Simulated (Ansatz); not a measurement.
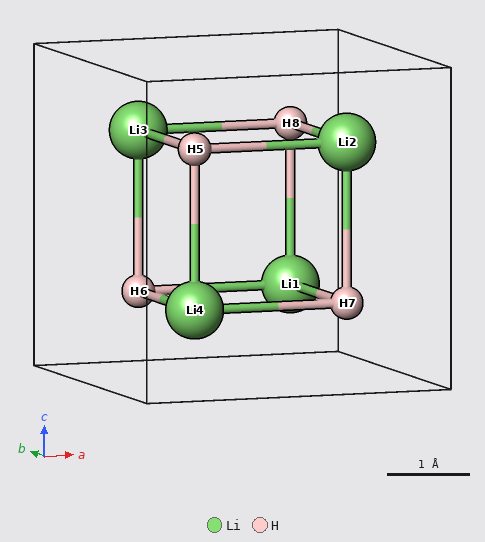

Fig. 1: The structure as given in the input (ball-and-stick view of the cell of the calculation, seen slightly off an axis; atoms are numbered from 1 in the order of the input). An atom can appear more than once, as a periodic image. Near neighbours in the periodic cell (some may lie outside the picture): Li has 6 H at 2.00 Å; H has 6 Li at 2.00 Å.

# Run report: LiH, band-structure calculation

The run: band-structure calculation of LiH (8 atoms in the cell). Method and program: DFT, r2SCAN+rVV10, plane waves, PAW, no spin polarisation (Ansatz 0.2.0).

The structure was built on a prototype by a generator. The geometry comes from this level: r2scan-rvv10. Figures and captions count atoms from 1; the log counts them from 0 in places.

### Input
```yaml
crystal:
  lattice:
    - [3.9985293438, 0.0, 0.0]
    - [0.0, 3.9985293438, 0.0]
    - [0.0, 0.0, 3.9985293438]
  atoms:
    - { symbol: Li, position: [0.7501347671, 0.7498652329, 0.2501347671] }
    - { symbol: Li, position: [0.7498652329, 0.2501347671, 0.7501347671] }
    - { symbol: Li, position: [0.2501347671, 0.7501347671, 0.7498652329] }
    - { symbol: Li, position: [0.2498652329, 0.2498652329, 0.2498652329] }
    - { symbol: H, position: [0.2498219698, 0.2501780302, 0.7498219698] }
    - { symbol: H, position: [0.2501780302, 0.7498219698, 0.2498219698] }
    - { symbol: H, position: [0.7498219698, 0.2498219698, 0.2501780302] }
    - { symbol: H, position: [0.7501780302, 0.7501780302, 0.7501780302] }
kpoints:
  mp_grid: { grid: [8, 8, 8] }
  band_path:
    path:
      - [0.0, 0.0, 0.0]
      - [0.0, 0.5, 0.0]
      - [0.5, 0.5, 0.0]
      - [0.5, 0.5, 0.5]
      - [0.5, 0.0, 0.0]
    npoints: 1
hamiltonian:
  xc: r2scan
  dispersion: rvv10
scf:
  occupations: { method: fermi_dirac, width: 0.03 }
  n_extra_bands: 6
output:
  forces: true
  stress: true
  eigenvalues: true
  write_density: true
  write_potential: true
  elf: true
  volumetric_format: npy
```

Machine: 4 threads of Arm Neoverse V1, 24 GiB of memory available, shared host.

Command:
```bash
ansatz run input.yaml --threads 4 --pin off --max-ram 4608MiB --backend cpu --events-out ev --progress --plain --runs-dir out
```

### What the program printed
```
scf.n_extra_bands = 6 over 8 filled bands (N_el = 16.0): the run solves 14 bands
Engine: ansatz 0.2.0, aarch64-unknown-linux-gnu
Pseudopotentials: kind: paw
Pseudopotential: Li, paw, valence charge 3, recommended cutoff 500 eV (meta_gga), Li.paw.azcp
Pseudopotential: H, paw, valence charge 1, recommended cutoff 500 eV (meta_gga), H.paw.azcp
Functional definition: r2SCAN+rVV10
  parameter k0 = 0.174
  parameter k1 = 0.065
  parameter a1 = 4.9479
  exchange = r2scan_x(k0 = k0, k1 = k1, a1 = a1)
  correlation = r2scan_c + rvv10(11.95, 0.0093)
Crystal: 8 atoms, lattice volume = 63.929 Å³
Basis set: ecut = 500 eV, 1647 PW (Γ), exchange–correlation on 144×144×144 points (64 copies of the dense FFT grid, shifted against one another)
Bands: 14, of which v1, the nominal top of the filled ones, is band 8 counted from 1 (7 counted from 0)
Symmetry: 12 space group operations
Space group: P213 (ITA 198), of the structure as read, at distance tolerance 4.0e-5 Å
k-points: 45 of 512 (time reversal used)
Non-local potential: Li, projectors of the file, l = 0: 3, l = 1: 2, l = 2: 1
Non-local potential: H, projectors of the file, l = 0: 2, l = 1: 1
PAW form: soft (Blöchl's): semilocal exchange-correlation on the pseudo side does not see the compensation charge
rVV10 density: all electrons in the spheres
PAW one-centre angular grid: Li, 302 points (default); XC on 327 of its mesh's 2665 points in the sphere
PAW one-centre angular grid: H, 302 points (default); XC on 160 Gauss nodes
Initial density: superposition of atomic densities (neutral atoms: chi_scale 0, normalization atom), corrected by the library's trained network
Initial wavefunctions: pseudopotential atomic-orbital guess
Functional: x = r2scan, c = r2scan + rvv10(b = 11.95, C = 0.0093); τ floored in thin density (d = 2e-4 eV/Å³)
SCF iter   1: F=—  HF=-887.460867 eV  |F-HF|=—  |Δ(HF+E_count)|=         —  Δρ=2.96e-3  dr2=3.35e-3  dr2_τ=8.44e-3  ethr=1.77e-3  ⟨swp⟩=4.9  Hψ=3046  notcnv=0
preconditioner: auto → none  [insulator: Δε(μ)=3.296 eV  Ē_g=10.152 eV  σ=0.030 eV  W_gap=1.00  n_scr=6 (ndim 8)  ℏωp=13.1 eV  f_vac=0.000  D(μ)=0.00/eV (n_scr^D=0)  ε∞_Penn≈2.7]
SCF iter   2: F=—  HF=-887.615247 eV  |F-HF|=—  |Δ(HF+E_count)|=   1.54e-1  Δρ=2.87e-3  dr2=5.23e-3  dr2_τ=4.06e-5  ethr=2.10e-5  ⟨swp⟩=2.5  Hψ=1593  notcnv=0  defer=75
SCF iter   3: F=—  HF=-887.616987 eV  |F-HF|=—  |Δ(HF+E_count)|=   1.74e-3  Δρ=6.55e-4  dr2=2.40e-4  dr2_τ=5.78e-6  ethr=2.10e-5  ⟨swp⟩=2.0  Hψ=922  notcnv=0  defer=75
SCF iter   4: F=—  HF=-887.617241 eV  |F-HF|=—  |Δ(HF+E_count)|=   2.54e-4  Δρ=7.81e-5  dr2=1.32e-6  dr2_τ=1.83e-7  ethr=1.50e-6  ⟨swp⟩=2.0  Hψ=735  notcnv=0  defer=75
SCF iter   5: F=—  HF=-887.617247 eV  |F-HF|=—  |Δ(HF+E_count)|=   6.12e-6  Δρ=8.40e-7  dr2=1.07e-10  dr2_τ=6.22e-11  ethr=8.26e-9  ⟨swp⟩=2.0  Hψ=735  notcnv=0  defer=75
SCF iter   6: F=-887.617247 eV  HF=-887.617247 eV  |F-HF|=3.80e-11  |Δ(HF+E_count)|=   1.99e-9  Δρ=6.47e-7  dr2=2.71e-10  dr2_τ=1.70e-12  ethr=1.00e-12  ⟨swp⟩=7.3  Hψ=3151  notcnv=0
SCF 1 converged in 6 iterations: F = -887.617247 eV  dr2 = 2.71e-10
  greatest PAW one-centre occupation: 0.999 electrons in one spin orbital (limit 2), on the Li atom at site 3 (counted from 0), in its partial waves of l = 0
```

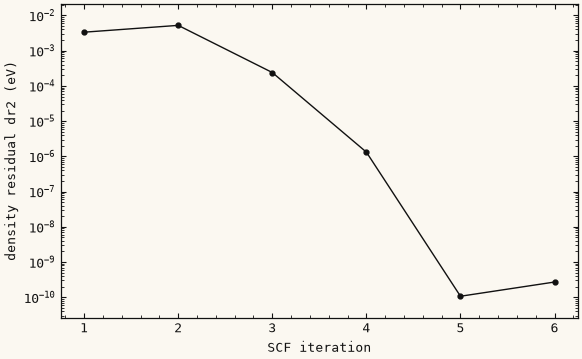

Fig. 2: Convergence of the self-consistent field: density residual dr2 against the SCF iteration. The residual comes down, with one marked jump up, by a factor of about 2.5, at step 6.

```
NSCF: frozen V_eff on 5 k-points
SCF converged after 6 iterations
Free energy (F): -887.617247 eV
Harris-Foulkes:  -887.617247 eV  (|F-HF|=3.80e-11)
Internal energy: -887.617247 eV  (E = F + TS)
E sigma→0 (E₀):  -887.617247 eV
Fermi energy:    2.297906 eV
--- Per-component energies (eV) ---
  E_band       = -374.912183
  E_kinetic    = 145.177230
  E_local      = -498.329723  (includes V_loc(G=0)·N_el)
  E_nonlocal   = -127.067788
  E_hartree    = 139.421140
  E_xc         = -80.024833
  E_vxc        = -112.481138  (∫ρ·V_xc dr)
  E_paw        = -89.475827  (= ΣΔE_a)
  E_vpaw       = -66.615031  (= ΣTr[D̂ρ^β])
  E_aug_tail   = -0.001472  (compensation charges beyond the density's cutoff)
  E_vtau       = 5.563467  (kinetic-family band-sum trace: ∫τ·v_τ [+ j·A + Jᵃ·Aᵃ] dr)
  E_ewald      = -377.315975
  E_smearing   = -0.000000  (= −TS)
  E_closure    = 0.000000  (closes the sum)
  Σ components = -887.617247   (vs F -887.617247, Δ=0.00e0)
--- Forces (eV/Å), atoms counted from 1 ---
  atom   1  Li    -0.00119102     0.00119102    -0.00119102
  atom   2  Li     0.00119102    -0.00119102    -0.00119102
  atom   3  Li    -0.00119102    -0.00119102     0.00119102
  atom   4  Li     0.00119102     0.00119102     0.00119102
  atom   5  H      0.00169334    -0.00169334     0.00169334
  atom   6  H     -0.00169334     0.00169334     0.00169334
  atom   7  H      0.00169334     0.00169334    -0.00169334
  atom   8  H     -0.00169334    -0.00169334    -0.00169334
  max |Σ_I F_I| component: 4.34e-19 eV/Å
--- Stress (GPa, compression-positive) ---
       -0.011951      -0.000000       0.000000
       -0.000000      -0.011951       0.000000
        0.000000       0.000000      -0.011951
  P = ⅓ Tr σ = -0.0120 GPa (-0.120 kbar)
--- Band table (eV; the first three rows and the last of 45) ---
  k-point 0: bands = ["-45.0479", "-44.9874", "-44.9874", "-44.9874", "-5.0846", "0.4892", "0.4892", "0.4892", "4.0785", "4.0785", "4.0785", "12.2256", "12.2256", "12.2256"]
  k-point 1: bands = ["-45.0455", "-44.9896", "-44.9873", "-44.9873", "-4.9865", "-0.2089", "0.4554", "0.4554", "4.2285", "4.2285", "5.0372", "11.1070", "11.1070", "12.3656"]
  k-point 2: bands = ["-45.0388", "-44.9961", "-44.9872", "-44.9872", "-4.6898", "-1.4153", "0.3758", "0.3758", "4.6778", "4.6778", "7.0077", "9.3740", "9.3740", "12.7121"]
  k-point 44: bands = ["-45.0014", "-45.0014", "-45.0014", "-45.0014", "-2.1448", "-2.1448", "-2.1448", "-2.1448", "6.0054", "6.0054", "6.0054", "6.0054", "15.4497", "15.4497"]
```

### File bands.tsv
```
# k_distance	band_0	band_1	band_2	band_3	band_4	band_5	band_6	band_7	band_8	band_9	band_10	band_11	band_12	band_13
# fermi_ev = 2.297906
# lock_threshold_ev = 1e-6
# [0, 0, 0] at k_distance = 0.000000
# [0, 0.5, 0] at k_distance = 0.785687
# [0.5, 0.5, 0] at k_distance = 1.571374
# [0.5, 0.5, 0.5] at k_distance = 2.357061
# [0.5, 0, 0] at k_distance = 3.468190
# levels_relative_to = fermi_ev
# free_energy_ev = -887.617247
# largest_residual_norms_ev = 9.851e-5 1.161e-4 1.080e-4 1.156e-4 4.697e-4 5.332e-4 1.311e-4 1.434e-4 2.480e-4 5.907e-4 8.385e-4 4.629e-4 1.548e-3 1.850e-3
0.000000	-47.345774	-47.285297	-47.285297	-47.285297	-7.382465	-1.808747	-1.808747	-1.808747	1.780607	1.780607	1.780607	9.927706	9.927707	9.927714
0.785687	-47.315165	-47.315165	-47.284937	-47.284937	-5.770188	-5.770188	-2.030638	-2.030638	4.167645	4.167645	4.167647	4.167647	9.496989	9.496989
1.571374	-47.299709	-47.299709	-47.299630	-47.299630	-4.492405	-4.492405	-4.488019	-4.488019	6.548821	6.548821	6.550312	6.550312	7.217576	7.217576
2.357061	-47.299269	-47.299269	-47.299269	-47.299269	-4.442666	-4.442666	-4.442666	-4.442666	3.707456	3.707456	3.707456	3.707456	13.151813	13.151813
3.468190	-47.315165	-47.315165	-47.284937	-47.284937	-5.770188	-5.770188	-2.030638	-2.030638	4.167645	4.167645	4.167647	4.167647	9.496989	9.496989
```

### File rho_z.tsv
```
# z_ang	rho[e/angstrom^3]
# format = ansatz-planar-average/11
# lattice	3.998529344	0.000000000	0.000000000
# lattice	0.000000000	3.998529344	0.000000000
# lattice	0.000000000	0.000000000	3.998529344
# sites	8
# site	3	2.999435878	2.998358138	1.000171206
# site	3	2.998358138	1.000171206	2.999435878
# site	3	1.000171206	2.999435878	2.998358138
# site	3	0.999093466	0.999093466	0.999093466
# site	1	0.998920477	1.000344195	2.998185149
# site	1	1.000344195	2.998185149	0.998920477
# site	1	2.998185149	0.998920477	1.000344195
# site	1	2.999608867	2.999608867	2.999608867
0.000000	7.611117e-2
0.111070	7.841844e-2
0.222141	8.581106e-2
0.333211	9.953486e-2
0.444281	1.277006e-1
0.555351	1.898277e-1
0.666422	3.005641e-1
0.777492	4.452280e-1
0.888562	5.741104e-1
0.999632	6.264655e-1
1.110703	5.741104e-1
1.221773	4.452280e-1
1.332843	3.005641e-1
1.443913	1.898277e-1
1.554984	1.277006e-1
1.666054	9.953486e-2
1.777124	8.581106e-2
1.888194	7.841844e-2
1.999265	7.611117e-2
2.110335	7.841844e-2
2.221405	8.581106e-2
2.332475	9.953486e-2
2.443546	1.277006e-1
2.554616	1.898277e-1
2.665686	3.005641e-1
2.776756	4.452280e-1
2.887827	5.741104e-1
2.998897	6.264655e-1
3.109967	5.741104e-1
3.221038	4.452280e-1
3.332108	3.005641e-1
3.443178	1.898277e-1
3.554248	1.277006e-1
3.665319	9.953486e-2
3.776389	8.581106e-2
3.887459	7.841844e-2
```

### File v_z.tsv
```
# z_ang	v_es[eV]	v_tot[eV]
# format = ansatz-planar-average/11
# xc	r2scan
# density_cutoff_ev	2500
# datasets	Li=:simpson_from_first_knot:soft	H=:simpson_from_first_knot:soft
# lattice	3.998529344	0.000000000	0.000000000
# lattice	0.000000000	3.998529344	0.000000000
# lattice	0.000000000	0.000000000	3.998529344
# sites	8
# site	3	2.999435878	2.998358138	1.000171206
# site	3	2.998358138	1.000171206	2.999435878
# site	3	1.000171206	2.999435878	2.998358138
# site	3	0.999093466	0.999093466	0.999093466
# site	1	0.998920477	1.000344195	2.998185149
# site	1	1.000344195	2.998185149	0.998920477
# site	1	2.998185149	0.998920477	1.000344195
# site	1	2.999608867	2.999608867	2.999608867
0.000000	3.354559e0	-3.119909e0
0.111070	3.287998e0	-3.552258e0
0.222141	3.053931e0	-4.213858e0
0.333211	2.495023e0	-5.115737e0
0.444281	1.566813e0	-6.284581e0
0.555351	4.158662e-1	-7.974639e0
0.666422	-1.060668e0	-1.024354e1
0.777492	-2.659542e0	-1.239387e1
0.888562	-3.907704e0	-1.406642e1
0.999632	-4.417135e0	-1.466144e1
1.110703	-3.907704e0	-1.406642e1
1.221773	-2.659542e0	-1.239387e1
1.332843	-1.060668e0	-1.024354e1
1.443913	4.158662e-1	-7.974639e0
1.554984	1.566813e0	-6.284581e0
1.666054	2.495023e0	-5.115737e0
1.777124	3.053931e0	-4.213858e0
1.888194	3.287998e0	-3.552258e0
1.999265	3.354559e0	-3.119909e0
2.110335	3.287998e0	-3.552258e0
2.221405	3.053931e0	-4.213858e0
2.332475	2.495023e0	-5.115737e0
2.443546	1.566813e0	-6.284581e0
2.554616	4.158662e-1	-7.974639e0
2.665686	-1.060668e0	-1.024354e1
2.776756	-2.659542e0	-1.239387e1
2.887827	-3.907704e0	-1.406642e1
2.998897	-4.417135e0	-1.466144e1
3.109967	-3.907704e0	-1.406642e1
3.221038	-2.659542e0	-1.239387e1
3.332108	-1.060668e0	-1.024354e1
3.443178	4.158662e-1	-7.974639e0
3.554248	1.566813e0	-6.284581e0
3.665319	2.495023e0	-5.115737e0
3.776389	3.053931e0	-4.213858e0
3.887459	3.287998e0	-3.552258e0
```

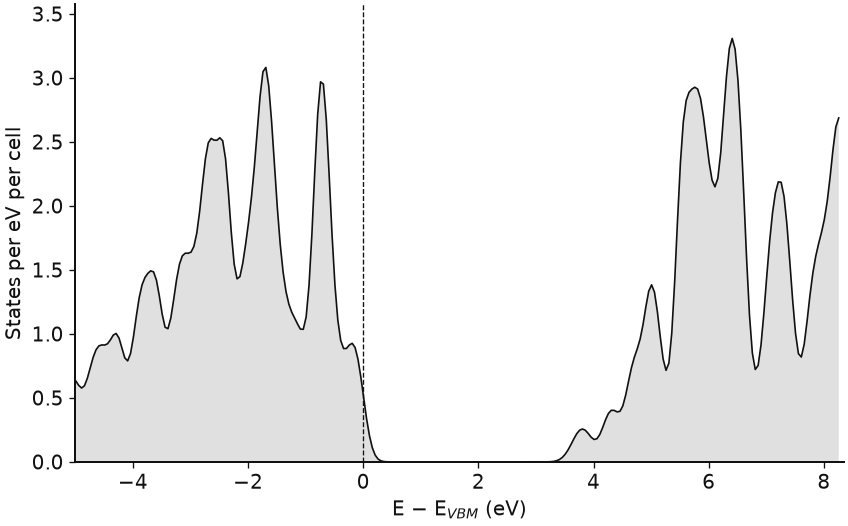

Fig. 3: Density of states (the curve is built from the levels of the k mesh with Gaussians 0.3 eV wide, which also blur the band edges), with energies from the valence-band top. There is a gap of 3.59 eV on the k-point mesh. Small ripples come from the finite k-point mesh.

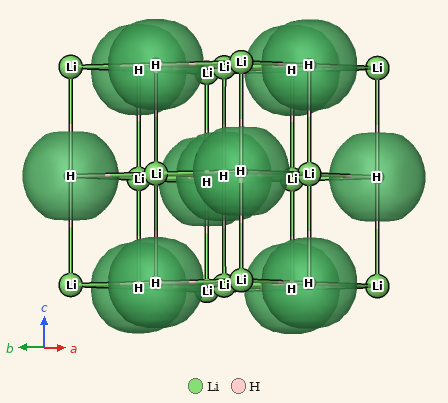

Fig. 4: Isosurface of the ELF at 0.9 (green), seen at an oblique angle. Only the valence region is drawn (cores and ρ < 0.01 e/Å³ removed). Sticks mark near contacts. The outline is the cell set on symmetry axes. Values along the shortest contacts: Li–H (2.00 Å): the ELF climbs to about 1 towards the hydrogen, as it does in any bond to H. Core electrons are frozen (PAW), so the fields are smoothed inside the atomic spheres.

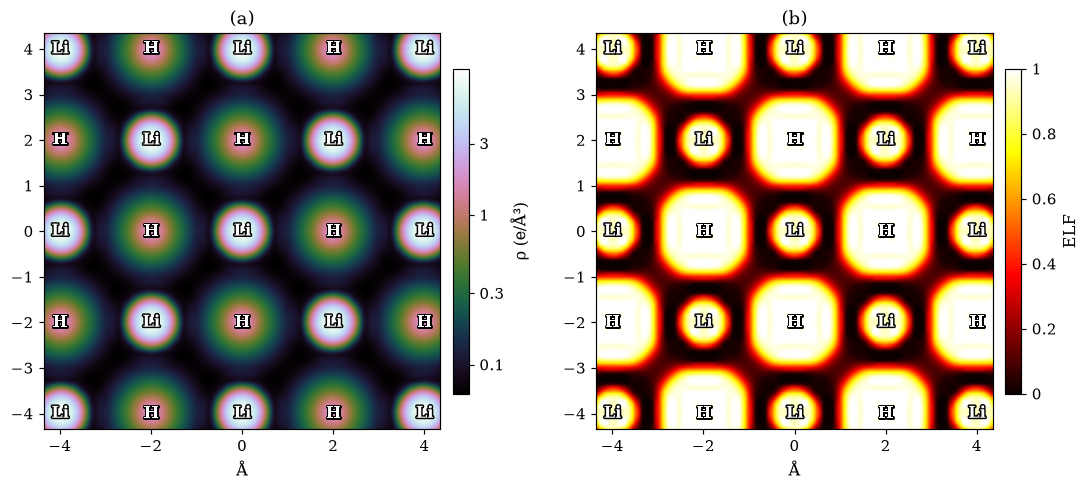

Fig. 5: (a) valence pseudo-density; (b) electron localisation function on the (010) plane of the conventional cell. Li–H (2.00 Å): ρ at the midpoint is about 0.13 e/Å³; the ELF climbs to about 1 towards the hydrogen. Away from the nuclei the density in this plane falls to 0.06 e/Å³ at its lowest. The strong features right at Li lie inside the PAW spheres (semicore, d or f shells) and say nothing about bonding.

### Key numbers

- outcome: converged
- space group (tolerance 0.01 Å): Fm-3m (225)
- electrons treated: 16
- free energy: −887.6172 eV
- Fermi energy: 2.298 eV
- gap on the k-point mesh: 3.59 eV
- pressure: −0.01 GPa
- largest force (length of the vector): 0.003 eV/Å
- wall time: 4.7 s (CPU time 17 s)
- peak memory: 0.44 GiB
